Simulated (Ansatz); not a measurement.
**Single-point calculation of TaN (part 4 of 4)**

TaN (2 atoms in the cell); DFT r2SCAN+U+J, scalar-relativistic, plane waves, PAW, U = 4 eV, J = 0.9 eV on Ta atom 1 d, spin-polarised (Ansatz 0.2.0); cutoff 500 eV, 7×7×7 k-mesh, Gaussian smearing of 0.05 eV, collinear spins. The structure was built on a prototype by a generator; it need not be a known phase. It belongs to a series of runs on one base structure; here: from atoms, default search.

Geometry of the input (Å; fractional positions):
```
0.0000  2.4911  2.4911
2.4911  0.0000  2.4911
2.4911  2.4911  0.0000
Ta 0.0000  0.0000  0.0000
N  0.2500  0.2500  0.2500
```

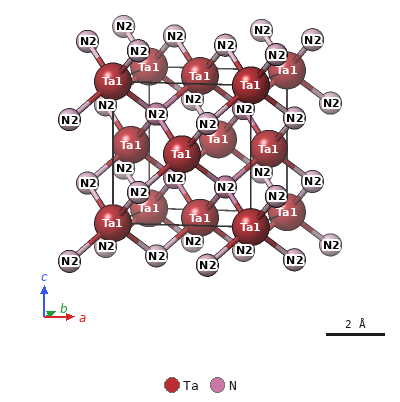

**Figure 1.** The structure (ball-and-stick view of the cell 4 times as large as that of the calculation, set on its symmetry axes, seen slightly off an axis; neighbours outside the cell are drawn fainter; atoms are numbered from 1 in the order of the input).

The program's output, continued:
```
SCF iter   1: F=-10326.966859 eV  HF=-10326.966859 eV  |F-HF|=9.09e-12  |Δ(HF+E_count)|=         —  Δρ=2.18e-7 (↑2.18e-7 ↓1.56e-7)  dr2=1.21e-11  dr2_τ=2.03e-12  dr2_m=4.25e-12  M=0.849 μB ∫|m|=0.935 μB  ethr=1.00e-12  ⟨swp⟩=1.0  Hψ=7234  notcnv=0
SCF iter   2: F=-10326.950436 eV  HF=-10326.953114 eV  |F-HF|=2.68e-3  |Δ(HF+E_count)|=   1.37e-2  Δρ=4.59e-3 (↑4.59e-3 ↓3.21e-3)  dr2=1.27e-2  dr2_τ=5.29e-4  dr2_m=1.48e-3  M=0.668 μB ∫|m|=0.826 μB  ethr=5.56e-6  ⟨swp⟩=1.0  Hψ=6505  notcnv=0
SCF iter   3: F=-10326.966797 eV  HF=-10326.966718 eV  |F-HF|=7.88e-5  |Δ(HF+E_count)|=   1.36e-2  Δρ=3.69e-4 (↑3.69e-4 ↓2.28e-4)  dr2=1.48e-5  dr2_τ=2.48e-6  dr2_m=1.61e-5  M=0.848 μB ∫|m|=0.937 μB  ethr=5.56e-6  ⟨swp⟩=1.0  Hψ=3231  notcnv=0
an SCF towards the filling of the open d shells in which the orbitals that avoid the neighbouring atoms hold both spins ahead of the others, with 16 of the crystal's symmetry operations given up (40 k-points in place of 20), reached no lower state that the run goes on to. This is no proof of a minimum
SCF converged after 2 iterations
Magnetization: 0.8490 μB (9.4245 up, 8.5755 down)
Absolute magnetization: 0.9368 μB (∫|ρ↑−ρ↓|, with the PAW one-centre terms)
Spin contamination: 0.0757 ħ² per cell (⟨S²⟩ above its minimum at these occupations)
Per-site moments (μB) at R_I (Å): [(0.4350963983328621, 0.8899249380859772), (-0.010909246216486947, 0.8899249380859772)]
Free energy (F): -10326.966859 eV
Harris-Foulkes:  -10326.966859 eV  (|F-HF|=1.64e-11)
Internal energy: -10326.965332 eV  (E = F + TS)
E sigma→0 (E₀):  -10326.966095 eV
Entropy (-TS):   -0.001528 eV (-0.764 meV/atom)
Fermi energy:    13.789092 eV
--- Per-component energies (eV) ---
  E_band       = -184.464406
  E_kinetic    = 492.934180
  E_local      = -953.198029  (includes V_loc(G=0)·N_el)
  E_nonlocal   = 58.374473
  E_hartree    = 321.869501
  E_xc         = -262.002566
  E_vxc        = -303.622593  (∫ρ·V_xc dr)
  E_hubbard    = 2.751193  (on-site DFT+U / exact-exchange correction)
  E_vhub       = 0.082132  (the Hubbard potential's part of the band-sum identity)
  E_paw        = -8550.907069  (= ΣΔE_a)
  E_vpaw       = -138.745976  (= ΣTr[D̂ρ^β])
  E_aug_tail   = 0.000106  (compensation charges beyond the density's cutoff)
  E_vtau       = 15.972290  (kinetic-family band-sum trace: ∫τ·v_τ [+ j·A + Jᵃ·Aᵃ] dr)
  E_ewald      = -1436.001276
  E_core_change = -0.785845  (= ΣΔE_core)
  E_smearing   = -0.001528  (= −TS)
  E_closure    = 0.000000  (closes the sum)
  Σ components = -10326.966859   (vs F -10326.966859, Δ=0.00e0)
--- DFT+U+J on-site energies (Liechtenstein; fll double counting; per corrected site; eV) ---
  site 0 (l=d): U=4.0000  J=0.9000  Tr N=3.4969  E_int=18.863758  E_dc=16.112565  E_U=2.751193
--- Forces (eV/Å), atoms counted from 1 ---
  atom   1  Ta     0.00000000     0.00000000     0.00000000
  atom   2  N      0.00000000     0.00000000    -0.00000000
  max |Σ_I F_I| component: 5.55e-17 eV/Å
--- Stress (GPa, compression-positive) ---
      -17.987394      -0.000000       0.000000
       -0.000000     -18.543354      -0.000000
        0.000000      -0.000000     -18.543354
  P = ⅓ Tr σ = -18.3580 GPa (-183.580 kbar)
--- Band table (eV; the first three rows and the last of 80) ---
  k-point 0 ↑: bands = ["-57.5221", "-23.4164", "-23.3041", "-23.3041", "-3.4921", "7.6211", "7.6211", "8.2974", "12.0967", "12.5678", "15.0892", "19.0843", "19.0843", "19.9884"]
  k-point 1 ↑: bands = ["-57.5199", "-23.4409", "-23.3347", "-23.3111", "-3.2990", "7.3623", "7.7275", "8.2868", "12.0225", "13.5760", "14.9202", "18.7039", "19.1447", "19.9927"]
  k-point 2 ↑: bands = ["-57.5135", "-23.5210", "-23.3767", "-23.3268", "-2.8744", "7.0868", "7.8684", "8.4555", "12.2197", "14.8430", "15.1539", "17.8483", "18.6718", "19.5668"]
  k-point 39 ↓: bands = ["-57.1381", "-23.3048", "-22.7578", "-22.6908", "-2.2606", "7.9501", "8.5007", "9.4549", "12.0288", "15.8597", "16.4256", "17.6964", "19.6173", "22.7782"]
Occupation matrices written to [file]
--- Löwdin populations: 2 sites ---
  site symbol       q [e]    m [muB]
     0     Ta     12.0092     0.8942
     1      N      5.8575    -0.0418
  spilling = 0.007408 (of n_electrons = 18.000000)
--- Occupation matrices: 1 shell (run DFT+U table (all-electron-ortho-atomic); ε = 1.59e-3) ---
  Ta0 d_5D: site group Td (-43m)
  Ta0 d_5D up     Tr n = 2.1868  λ = 0.156 0.312 0.415 0.415 0.888  [x2-y2 0.75 (E 1.00) E(1.00) | yz 1.00 (T2 1.00) T2(1.00) | 2× xz 0.50 (T2 1.00) T2(1.00) | z2 0.75 (E 1.00) E(1.00)]
  Ta0 d_5D dn     Tr n = 1.3101  λ = 0.090 0.153 0.344 0.362 0.362  [z2 0.75 (E 1.00) E(1.00) | x2-y2 0.75 (E 1.00) E(1.00) | yz 1.00 (T2 1.00) T2(1.00) | 2× xz 0.50 (T2 1.00) T2(1.00)]
  Tr n, λ and their labels are of the run-group-symmetrised matrices; stabiliser: 8 of 48 elements of G0×{1,Θ} (closed), max defect 1.2e-15 at τ = 3.4e-4
```

Summary:

```csv
quantity,value
outcome,converged
space group (tolerance 0.01 Å),F-43m (216)
electrons treated,18
free energy,−10326.9669 eV
Fermi energy,13.789 eV
gap on the k-point mesh,none (metallic)
net moment of the cell,0.85 μB
integrated absolute moment,0.94 μB
pressure,−18.36 GPa
largest force (length of the vector),under 0.001 eV/Å
hardware,"2 threads of Arm Neoverse N1, 16 GiB of memory available, shared host"
wall time,2.6 min (CPU time 5.2 min)
peak memory,0.54 GiB
```

Remarks:

Warnings of the run: the state was not tested for a lower one. Spin–orbit coupling is left out, which matters for Ta. The cell is under a tension of 18.4 GPa at this level, so it is not at its equilibrium volume.
